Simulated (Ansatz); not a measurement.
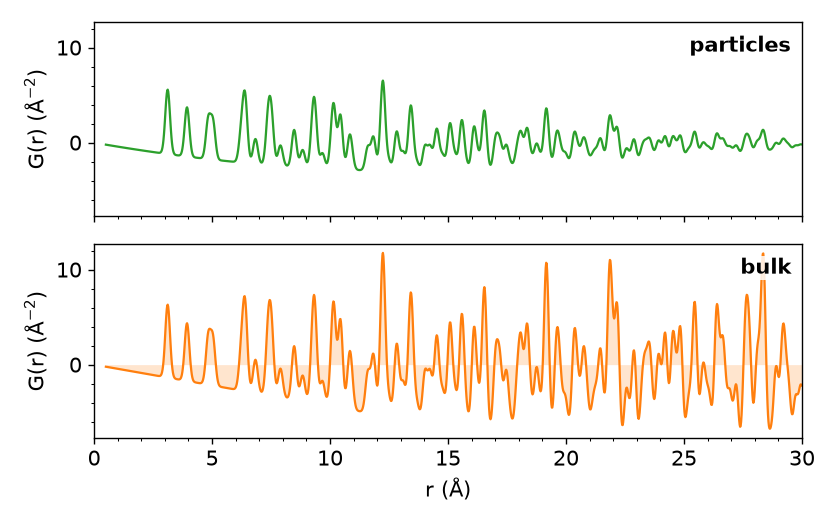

Computed X-ray G(r), with each pair weighted by the product of the atomic numbers (X-ray weights at Q = 0) and a uniform peak width σ = 0.10 Å, for spherical particles of Hg with the bulk structure: the bulk G(r) is multiplied by the envelope of a sphere of diameter D, 1 − 3r/2D + r³/2D³, with no surface relaxation. The number density is 0.0347 atoms per Å³. Basis of the simulation: coordinates from a relaxation with Ansatz 0.2.0, DFT PBE, scalar-relativistic, plane waves, PAW.

Estimate the particle diameter.

About 40 Å: the amplitude is half of the bulk value at r ≈ 13.9 Å.

Roughly how many atoms does one particle hold?

About 1200 (number density 0.0347 Å⁻³ times πD³/6).
